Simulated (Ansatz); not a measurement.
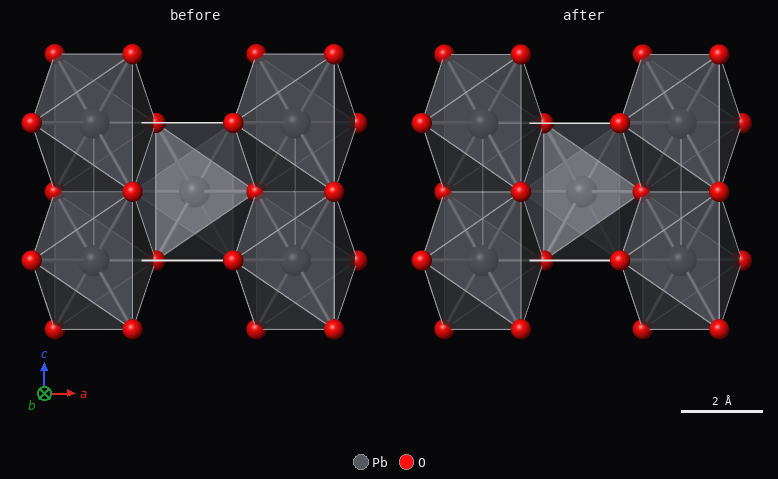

The structure of a crystal of PbO₂ (set up in P4_2/mnm) before (left) and after (right) a relaxation, at one scale.

A polyhedral model of the cell of the calculation, seen along the b axis.

The run lets cell and atoms move.

These are results of Kohn-Sham DFT of a periodic cell, PBEsol, Ansatz PAW in Ansatz 0.2.0, not measurements.

The input:
```yaml
crystal:
  lattice:
    - [4.99495987, 0.0, 0.0]
    - [0.0, 4.99495987, 0.0]
    - [0.0, 0.0, 3.40900096]
  atoms:
    - { symbol: Pb, position: [0.5, 0.5, 0.5] }
    - { symbol: Pb, position: [0.0, 0.0, 0.0] }
    - { symbol: O, position: [0.69257104, 0.69257104, 0.0] }
    - { symbol: O, position: [0.80742896, 0.19257104, 0.5] }
    - { symbol: O, position: [0.19257104, 0.80742896, 0.5] }
    - { symbol: O, position: [0.30742896, 0.30742896, 0.0] }
hamiltonian:
  xc: pbesol
  pseudopotentials: { kind: paw }
kpoints:
  mp_grid: { grid: [5, 5, 6] }
scf:
  occupations: { method: fermi_dirac, width: 0.05 }
output:
  forces: true
  stress: true
  eigenvalues: true
relax:
  f_tol: 0.01
  max_steps: 40
  cell: { stress_tol: 0.05, p_target: 5.0 }
```

Launched with:
```bash
ansatz run input.yaml --threads 2 --pin off --max-ram 5632MiB --backend cpu --events-out ev --progress --plain --runs-dir out
```

### What changed between the two?

Over 6 accepted moves (8 points after the start) the energy rises by 7.5 meV per atom. With the target pressure of 5 GPa, the enthalpy E + pV changes by −7.5 meV per atom. The largest force component goes from 0.014 to 0.0001 eV/Å. The pressure goes from 0.18 to 4.99 GPa. At 2 points the geometry stayed and the basis and grid were re-selected for the new cell (energy shift of 1.5 meV per atom at most each time). No atom moves by more than 0.005 Å relative to the cell. Cell: a = b 4.995 → 4.913 Å (−1.6 %), c 3.409 → 3.404 Å (−0.1 %). Volume −3.4 %. Among the contacts that change: O–Pb 2.172 → 2.134 Å, O–Pb 2.181 → 2.166 Å. The space group stays P4_2/mnm (No. 136). Cost: 21 s on 2 threads of Intel(R) Xeon(R) Processor @ 2.70GHz (shared host), peak memory 0.42 GiB.
